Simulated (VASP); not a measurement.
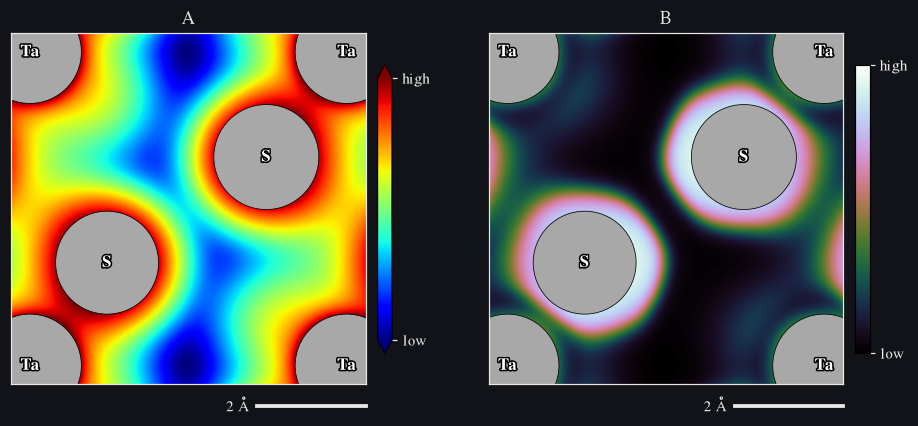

TaS2: 2 fields on the (110) plane of the conventional cell, with unlabelled colour scales. Grey discs cover the atomic cores.

Space group P1; changed on purpose from its base cell (atoms moved at random by about 0.05 A); not relaxed (largest force 1.8 eV/Å); computed pressure about 10 GPa in this cell.

The calculation used Kohn-Sham DFT of a periodic cell, PBE, VASP PAW PBE potentials, recommended (VASP).

Q: The panels show electron localisation function and valence pseudo-density in some order. Assign them.

A: Panel A: valence pseudo-density. Panel B: electron localisation function. From the grid: Ta–S (2.38 Å): the density is about 0.61 e/Å³ at the midpoint; the ELF peaks at about 0.85 in the valence shell of S, 0.8 Å from its nucleus, and is about 0.45 at the midpoint. Ta–S (2.45 Å): ρ at the midpoint is about 0.54 e/Å³; the ELF peaks at about 0.85 in the valence shell of S, 0.8 Å from its nucleus, and is about 0.45 at the midpoint.
